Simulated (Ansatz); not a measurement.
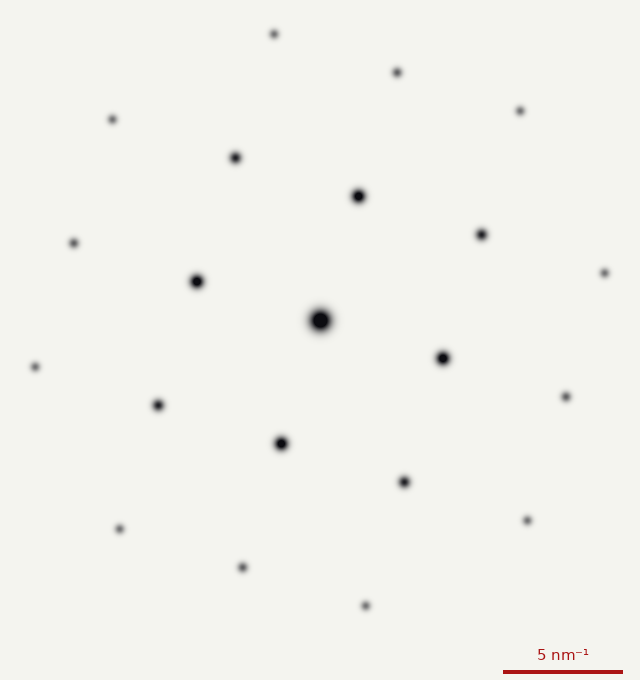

Kinematic zone-axis pattern, calculated for 100 keV electrons with B = 0.5 Å².

Phase: Cl, space group P6/mmm (No. 191), a = 3.66 Å, c = 2.26 Å (hexagonal axes). Structure: coordinates from a relaxation with DFT PBEsol, scalar-relativistic, plane waves, PAW in Ansatz; the starting structure was generated, so it need not be a known form of this composition.

Which low-index zone axis gives this pattern?

The spots form a rectangular net (close to square) whose two shortest vectors correspond to d = 1.84 Å and 1.83 Å, 90.0° apart. They index as -1 0 1 and -1 2 0, so the zone axis is ±[212] (or an equivalent direction of <212>).
